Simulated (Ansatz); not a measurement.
# Geometry relaxation, with input and output: TaSi₂ (part 2 of 2)

The same run, continued: TaSi₂ (P6₂22, 9 atoms in the cell); DFT PBE, scalar-relativistic, plane waves, PAW, no spin polarisation (Ansatz 0.2.0); cutoff 420 eV, 12×12×6 k-mesh, Gaussian smearing of 0.1 eV. The structure derives from an entry of the Crystallography Open Database. It belongs to a series of runs on one base structure; here: volume × 1.03, shape and atoms relaxed.

Geometry of the input (Å; fractional positions):
```
4.8533  0.0000  0.0000
-2.4266  4.2031  0.0000
0.0000  0.0000  6.6627
Ta 0.5000  0.0000  0.5000
Ta 0.5000  0.5000  0.8333
Ta 0.0000  0.5000  0.1667
Si 0.1589  0.3178  0.5000
Si 0.8411  0.1589  0.8333
Si 0.6822  0.8411  0.1667
Si 0.8411  0.6822  0.5000
Si 0.1589  0.8411  0.8333
Si 0.3178  0.1589  0.1667
```

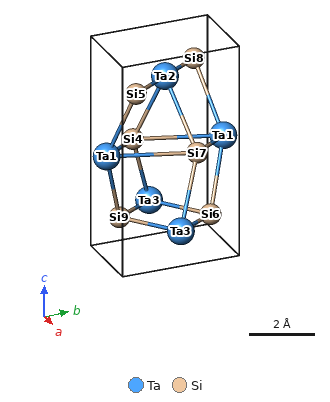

*The geometry at step 3 of the log (ball-and-stick view of the cell of the calculation, seen slightly off an axis; atoms are numbered from 1 in the order of the input).*

## Output, continued
```
--- Per-component energies (eV) ---
  E_band       = -299.472788
  E_kinetic    = 1351.623992
  E_local      = -2410.748716  (includes V_loc(G=0)·N_el)
  E_nonlocal   = 193.814063
  E_hartree    = 912.034892
  E_xc         = -994.268405
  E_vxc        = -903.337759  (∫ρ·V_xc dr)
  E_paw        = -28266.336928  (= ΣΔE_a)
  E_vpaw       = -354.894925  (= ΣTr[D̂ρ^β])
  E_aug_tail   = 0.000477  (compensation charges beyond the density's cutoff)
  E_ewald      = -4401.964452
  E_smearing   = -0.018160  (= −TS)
  E_closure    = 0.000000  (closes the sum)
  Σ components = -33615.863237   (vs F -33615.863237, Δ=0.00e0)
--- Forces (eV/Å), atoms counted from 1 ---
  atom   1  Ta    -0.00000000    -0.00000000    -0.00000000
  atom   2  Ta    -0.00000000     0.00000000     0.00000000
  atom   3  Ta     0.00000000     0.00000000    -0.00000000
  atom   4  Si     0.00000000    -0.00051959     0.00000000
  atom   5  Si     0.00044998    -0.00025979     0.00000000
  atom   6  Si     0.00044998     0.00025979     0.00000000
  atom   7  Si     0.00000000     0.00051959    -0.00000000
  atom   8  Si    -0.00044998     0.00025979     0.00000000
  atom   9  Si    -0.00044998    -0.00025979    -0.00000000
  max |Σ_I F_I| component: 4.63e-17 eV/Å
--- Stress (GPa, compression-positive) ---
       -5.055702       0.000000       0.000000
        0.000000      -5.055702      -0.000000
        0.000000      -0.000000      -5.060066
  P = ⅓ Tr σ = -5.0572 GPa (-50.572 kbar)
--- Band table (eV; the first three rows and the last of 76) ---
  k-point 0: bands = ["-53.3166", "-53.3043", "-53.3043", "-19.9612", "-19.9532", "-19.9532", "-19.8971", "-19.8971", "-19.8157", "-19.8129", "-19.8129", "-19.8115", "1.4088", "4.6402", "4.6402", "8.1774", "8.4925", "8.4925", "8.8458", "8.8458", "9.6962", "10.7862", "10.7862", "11.1209", "11.9661", "11.9661", "12.0442", "12.0897", "12.0897", "12.3712", "12.3712", "12.9880", "15.2232", "17.3136", "17.3136", "17.6329", "17.8287", "17.8626", "18.1783", "18.1783", "18.2727"]
  k-point 1: bands = ["-53.3161", "-53.3069", "-53.3021", "-19.9753", "-19.9571", "-19.9252", "-19.9003", "-19.8987", "-19.8237", "-19.8217", "-19.8131", "-19.7997", "1.5141", "3.7813", "5.5001", "8.2305", "8.2672", "8.7542", "8.8027", "9.1966", "9.6552", "9.9353", "10.5437", "10.8318", "11.8369", "12.0496", "12.1514", "12.3285", "12.3691", "12.4333", "12.9145", "12.9336", "15.5732", "16.7796", "17.2133", "17.6017", "17.8468", "17.8763", "18.0538", "18.2130", "18.3103"]
  k-point 2: bands = ["-53.3147", "-53.3098", "-53.3007", "-19.9894", "-19.9456", "-19.9120", "-19.9011", "-19.8943", "-19.8387", "-19.8267", "-19.8176", "-19.7897", "1.8250", "2.9915", "6.2737", "8.0580", "8.5241", "8.8709", "8.8787", "9.1067", "9.5400", "9.9252", "9.9476", "10.2430", "11.8189", "12.0146", "12.1733", "12.2990", "12.4123", "12.5518", "12.8190", "14.3058", "16.0767", "16.8529", "16.9393", "17.2642", "17.7457", "17.8767", "18.0293", "18.1925", "18.2144"]
  k-point 75: bands = ["-53.3124", "-53.3063", "-53.3063", "-19.9929", "-19.9682", "-19.9682", "-19.8800", "-19.8800", "-19.8340", "-19.8094", "-19.8094", "-19.7931", "4.2105", "4.2105", "4.7686", "5.6302", "5.6302", "6.7274", "9.4210", "9.8313", "9.8313", "9.9974", "11.7781", "11.7781", "11.9659", "11.9659", "11.9934", "12.1737", "13.7521", "13.7521", "14.3473", "14.3473", "15.3868", "16.0021", "16.0021", "16.6460", "17.1769", "17.1769", "17.7347", "17.8140", "17.8140"]
--- Relaxed structure (3 steps of the walk, 3 accepted, 1 SCFs on fresh bases) ---
  F+E_penalty+E_count = -33615.86323654 eV   max|allowed force component| = 5.196e-4 eV/Å   (the final SCF, on the basis selected at the relaxed cell)
  cell:  # Å, volume = 135.9101 Å³
    - [4.859288946458331, 0.0, -7.271984059778452e-34]
    - [-2.4296444732291653, 4.208267671961835, 1.9117894236944825e-33]
    - [-9.98308945542913e-34, 2.454176157792994e-33, 6.64623556055809]
  atoms:
    - { symbol: Ta, position: [0.5000000000000001, 3.58270266824597e-22, 0.5] }
    - { symbol: Ta, position: [0.5000000000000001, 0.5000000000000001, 0.8333333333333334] }
    - { symbol: Ta, position: [-1.435773575139822e-35, 0.5000000000000001, 0.16666666666666666] }
    - { symbol: Si, position: [0.15887902349191776, 0.31775804698383553, 0.5] }
    - { symbol: Si, position: [0.8411209765080824, 0.15887902349191776, 0.8333333333333334] }
    - { symbol: Si, position: [0.6822419530161646, 0.8411209765080824, 0.16666666666666666] }
    - { symbol: Si, position: [0.8411209765080823, 0.6822419530161646, 0.5] }
    - { symbol: Si, position: [0.15887902349191785, 0.8411209765080824, 0.8333333333333334] }
    - { symbol: Si, position: [0.31775804698383553, 0.15887902349191776, 0.16666666666666666] }
```

## Trajectory as extended XYZ (Å, eV, eV/Å), 4 frames, from step=1 to step=4
```
9
Lattice="4.8533 0.0000 0.0000 -2.4266 4.2031 0.0000 0.0000 0.0000 6.6627" Properties=species:S:1:pos:R:3:forces:R:3 step=1 energy=-33615.86211 pressure_GPa=-5.15
Ta    2.4266    0.0000    3.3313    0.0000   0.0000   0.0000
Ta    1.2133    2.1015    5.5522    0.0000   0.0000   0.0000
Ta   -1.2133    2.1015    1.1104    0.0000   0.0000   0.0000
Si    0.0000    1.3359    3.3313    0.0000   0.0056   0.0000
Si    3.6964    0.6680    5.5522   -0.0048   0.0028   0.0000
Si    1.2697    3.5351    1.1104   -0.0048  -0.0028   0.0000
Si    2.4266    2.8672    3.3313    0.0000  -0.0056   0.0000
Si   -1.2697    3.5351    5.5522    0.0048  -0.0028   0.0000
Si    1.1569    0.6680    1.1104    0.0048   0.0028   0.0000
9
Lattice="4.8618 0.0000 0.0000 -2.4309 4.2104 0.0000 0.0000 0.0000 6.6394" Properties=species:S:1:pos:R:3:forces:R:3 step=2 energy=-33615.86302 pressure_GPa=-5.02
Ta    2.4309    0.0000    3.3197    0.0000   0.0000   0.0000
Ta    1.2154    2.1052    5.5328    0.0000   0.0000   0.0000
Ta   -1.2154    2.1052    1.1066    0.0000   0.0000   0.0000
Si    0.0000    1.3380    3.3197    0.0000  -0.0061   0.0000
Si    3.7030    0.6690    5.5328    0.0053  -0.0030   0.0000
Si    1.2721    3.5414    1.1066    0.0053   0.0030   0.0000
Si    2.4309    2.8724    3.3197    0.0000   0.0061   0.0000
Si   -1.2721    3.5414    5.5328   -0.0053   0.0030   0.0000
Si    1.1588    0.6690    1.1066   -0.0053  -0.0030   0.0000
9
Lattice="4.8593 0.0000 0.0000 -2.4296 4.2083 0.0000 0.0000 0.0000 6.6462" Properties=species:S:1:pos:R:3:forces:R:3 step=3 energy=-33615.86322 pressure_GPa=-5.06
Ta    2.4296    0.0000    3.3231    0.0000   0.0000   0.0000
Ta    1.2148    2.1041    5.5385    0.0000   0.0000   0.0000
Ta   -1.2148    2.1041    1.1077    0.0000   0.0000   0.0000
Si    0.0000    1.3372    3.3231    0.0000  -0.0006   0.0000
Si    3.7012    0.6686    5.5385    0.0005  -0.0003   0.0000
Si    1.2716    3.5397    1.1077    0.0005   0.0003   0.0000
Si    2.4296    2.8711    3.3231    0.0000   0.0006   0.0000
Si   -1.2716    3.5397    5.5385   -0.0005   0.0003   0.0000
Si    1.1581    0.6686    1.1077   -0.0005  -0.0003   0.0000
9
Lattice="4.8593 0.0000 0.0000 -2.4296 4.2083 0.0000 0.0000 0.0000 6.6462" Properties=species:S:1:pos:R:3:forces:R:3 step=4 energy=-33615.86324 pressure_GPa=-5.06
Ta    2.4296    0.0000    3.3231    0.0000   0.0000   0.0000
Ta    1.2148    2.1041    5.5385    0.0000   0.0000   0.0000
Ta   -1.2148    2.1041    1.1077    0.0000   0.0000   0.0000
Si    0.0000    1.3372    3.3231    0.0000  -0.0005   0.0000
Si    3.7012    0.6686    5.5385    0.0004  -0.0003   0.0000
Si    1.2716    3.5397    1.1077    0.0004   0.0003   0.0000
Si    2.4296    2.8711    3.3231    0.0000   0.0005   0.0000
Si   -1.2716    3.5397    5.5385   -0.0004   0.0003   0.0000
Si    1.1581    0.6686    1.1077   -0.0004  -0.0003   0.0000
```

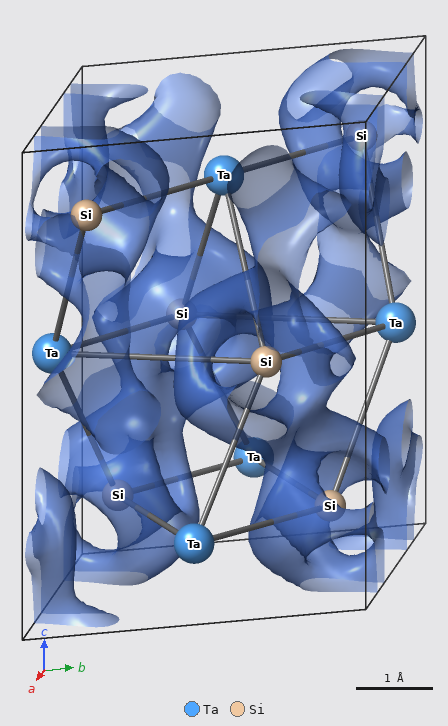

*Isosurface of the ELF at 0.65 (blue), seen at an oblique angle. Only the valence region is drawn (cores and ρ < 0.01 e/Å³ removed). Sticks mark near contacts. The outline is the cell set on symmetry axes.*

The ELF exceeds this value in channels that run through the cell in one direction, counted in one cell of 9 atoms. Profiles from the grid: Ta–Si (2.64 Å): the ELF is about 0.40 at the midpoint. Ta–Si (2.77 Å): the ELF is about 0.40 at the midpoint. The fields are those of the smooth PAW valence density.

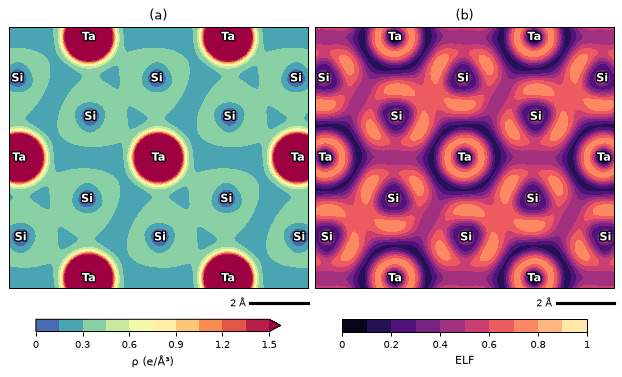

*(a) valence charge density (pseudo); (b) electron localisation function on the (001) plane of the conventional cell.*

Atoms in the plane: Ta and Si. Ta–Si (2.77 Å): ρ is about 0.32 e/Å³ halfway; the ELF is about 0.40 at the midpoint. Ta–Si (2.87 Å): ρ is about 0.27 e/Å³ halfway; the ELF is about 0.40 at the midpoint. Away from the nuclei the density in this plane falls to 0.22 e/Å³ at its lowest. The strong features right at Ta lie inside the PAW spheres (semicore, d or f shells) and say nothing about bonding.
